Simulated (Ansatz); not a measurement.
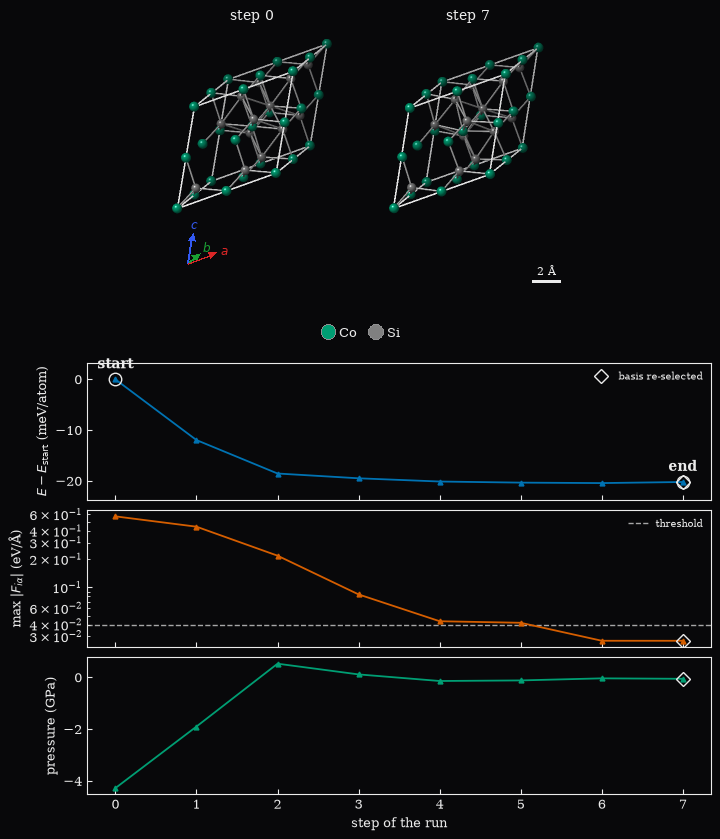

First and last geometry of a relaxation of a crystal of Co8Si13 (a generated structure, set up in P1) (coarse preliminary run), with the history of the run. Style: ball-and-stick. Shown: the cell of the calculation, reduced to other axes (origin shifted), slightly off an axis. Lengths and directions refer to the drawn axes.

Case: 3 of 16 Si atoms taken out at random.

Level of theory: DFT PBE, scalar-relativistic, plane waves, PAW in Ansatz 0.2.0. Set-up: plane-wave cutoff 420 eV; k-point mesh 2 × 2 × 2; occupations gaussian; smearing width 0.1 eV; mesh shifted by (0.5, 0.5, 0.5); collinear spin; cell and atoms relaxed; force threshold 0.04 eV/Å; at most 50 steps.

### Did the run converge, and what did it change?

It converged. The largest move relative to the cell is that of a Co atom, 0.32 Å along [−1 −1 −1]. By element the largest moves are Co 0.32 Å, Si 0.11 Å. Cell: a 7.580 → 7.364 Å (−2.8 %), b 7.580 → 7.446 Å (−1.8 %), c 7.580 → 7.449 Å (−1.7 %), α 60.0° → 60.9°, β 60.0° → 60.8°, γ 60.0° → 60.8°. Volume −4.5 %. Some distances before and after: Co–Si 2.269 → 2.487 Å, Si–Si 2.707 → 2.576 Å, Si–Si 2.724 → 2.608 Å, Si–Si 2.704 → 2.601 Å. Bond angles that change, for instance: Si–Co–Si 110.5° → 107.2°, Si–Co–Si 72.1° → 68.9°, Si–Co–Si 112.0° → 108.8°. The space group (tolerance 0.01 Å) goes from P1 (No. 1) to Cm (No. 8). Over 6 accepted moves (7 points after the start) the energy falls by 20.2 meV per atom. Largest force component: 0.57 eV/Å at the start, 0.027 eV/Å at the end. The pressure goes from −4.27 to −0.05 GPa. The SCF was repeated once at an unchanged geometry on a basis and grid sized afresh for the cell, which shifted the energy by 0.2 meV per atom at most. The program noted that the starting moments weren't kept. Cost: 72 s on 4 threads of AMD EPYC 9R45 96-Core Processor (Zen 5), with other jobs on the host, peak memory 1.2 GiB.

```tsv
step	E − E(0), meV/atom	largest force component, eV/Å	pressure, GPa	volume, Å³/atom	note
0	0.00	0.5720	-4.27	14.664	
1	-11.94	0.4439	-1.90	14.361	
2	-18.52	0.2179	0.53	14.021	
3	-19.46	0.0842	0.12	14.045	
4	-20.09	0.0436	-0.14	14.041	
5	-20.31	0.0420	-0.11	14.030	
6	-20.40	0.0270	-0.03	14.012	
7	-20.18	0.0270	-0.05	14.012	same geometry, new basis
```

Limits of the set-up: the k-point mesh is coarse for a cell with partly filled bands.
